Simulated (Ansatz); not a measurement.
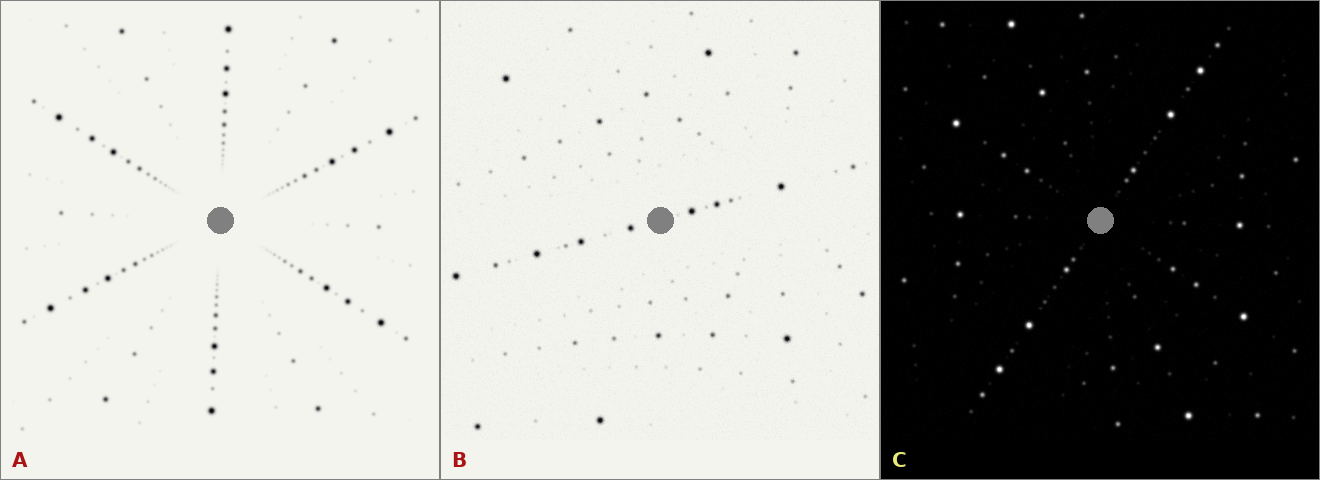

Simulated back-reflection Laue patterns (white X-rays, 0.45 to 2.2 Å, flat plate covering ±45° about the beam, kinematic intensities, seen from the source). Crystal: Mn, space group P6_3/mmc (No. 194), a = 2.45 Å, c = 3.96 Å (hexagonal axes). Structure: the end point of a relaxation with Ansatz, DFT PBEsol, scalar-relativistic, plane waves, PAW; the starting structure was generated, so it need not be a known form of this composition.

```
Mn
1.0
     2.45165    0.00000    0.00000
    -1.22583    2.12320    0.00000
     0.00000    0.00000    3.96485
Mn
2
Direct
  0.33333 0.66667 0.75000
  0.66667 0.33333 0.25000
```

### The directions [001], [210], [211] point towards the source, in some order. Which is which?

A: [001], symmetry 6mm (a sixfold axis with mirror lines). B: [211], symmetry m (one mirror line). C: [210], symmetry 2mm (a twofold axis with two mirror lines). The Laue class is 6/mmm.
